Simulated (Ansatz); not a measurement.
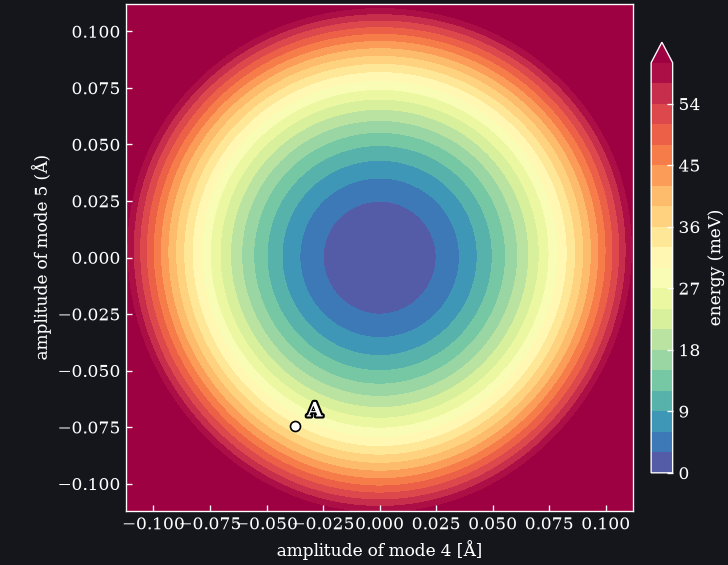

MgO (P6_3mc, No. 186; 4 atoms in the cell). The energy is mapped over two normal modes frozen in (zone-centre modes of the 4-atom cell of this scan). First axis: amplitude of mode 4 (186 cm⁻¹), largest displacement. Second axis: amplitude of mode 5 (186 cm⁻¹), largest displacement. Nothing is relaxed (the cell and all other modes fixed). Grid: 7 × 7 points; 28 points were computed and 21 follow by symmetry. Points are written as (first, second). Energies are in meV per cell, from the lowest grid point. Computed with DFT PBE, scalar-relativistic, plane waves, PAW in Ansatz. Settings: cutoff 520 eV, k-mesh 9×9×6 in the order of the run's cell vectors, gaussian smearing 0.05 eV, no spin polarisation.

Drawn: filled contours, one colour for all values above the top of the scale, the point A. Between grid points the surface is interpolated.

**Is A at rest? If not, where is it pushed?**

A, at (−0.037 Å, −0.075 Å), is not a stationary point. The computed force is 370 meV for each Å towards larger values of the first coordinate and 710 meV for each Å towards larger values of the second coordinate.

PAW datasets: the set soft_1.
